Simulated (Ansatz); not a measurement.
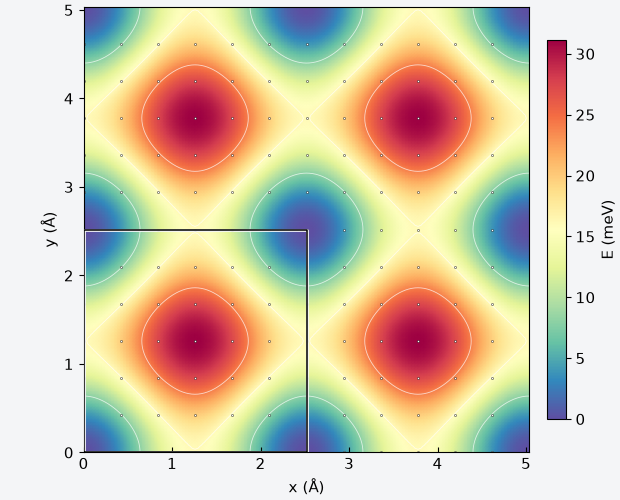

H on a Cu(100) slab cut from the Fm-3m phase, its upper half relaxed before the scan (12 atoms of substrate and one adsorbate in a 2 × 2 cell). H is moved over the surface cell at a fixed height above a rigid substrate; the origin of the map has the adsorbate above Cu9; the height is held at 3.10 Å. Places are given modulo a cell vector. The map is drawn in real space over the plane of the surface. Grid: 6 × 6 points; 10 points were computed and 26 follow by symmetry. Places are given in fractions of the 1 × 1 surface cell. All energies are given in meV relative to the lowest grid point. The runs have no spin polarisation, so an open-shell adsorbate far from the surface lies too high. At a fixed height the lowest place need not be the adsorption site. The calculation used DFT PBE+D3(BJ), scalar-relativistic, plane waves, PAW (Ansatz). Settings: cutoff 420 eV, k-mesh 5×5×1, gaussian smearing 0.1 eV, no spin polarisation.

In the figure: a smooth colour map with a few white contour lines, dots at the grid points, the outline of one cell of the 2 × 2 shown. Between grid points the surface is interpolated.

The lowest grid point is at the top site over a surface Cu atom, (0/6, 0/6) of the cell vectors. It is the only kind of minimum in the scanned range. The highest grid point, a fourfold hollow over a second-layer Cu atom, (3/6, 3/6) of the cell vectors, lies 31.1 meV above the lowest. On the interpolated surface the easiest way out of the lowest well to its copy in the next cell or period passes a barrier of about 16 meV. At the lowest point the adsorbate has 1 Cu at 3.10 Å as nearest neighbours, at the highest 4 Cu at 3.58 Å.

The scan is repeated with another setting: the height is held at 2.80 Å; all else is set up alike.

Q: How does the landscape change?

A: The lowest place stays at the top site over a surface Cu atom, (0/6, 0/6) of the cell vectors. The span from the lowest to the highest grid point grows from 31.1 to 67.4 meV. The easiest pass out of the lowest well goes from about 16 to about 35 meV on the interpolated surfaces. In the new map: at the lowest point the adsorbate has 1 Cu at 2.80 Å as nearest neighbours, at the highest 4 Cu at 3.32 Å.

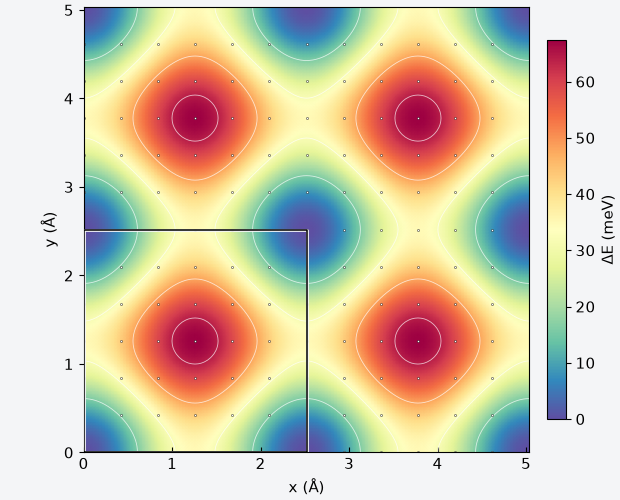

The map after the change, on a colour scale of its own. In the figure: a smooth colour map with a few white contour lines, dots at the grid points, the outline of one cell of the 2 × 2 shown. Between grid points the surface is interpolated.

PAW datasets: the set soft_1.
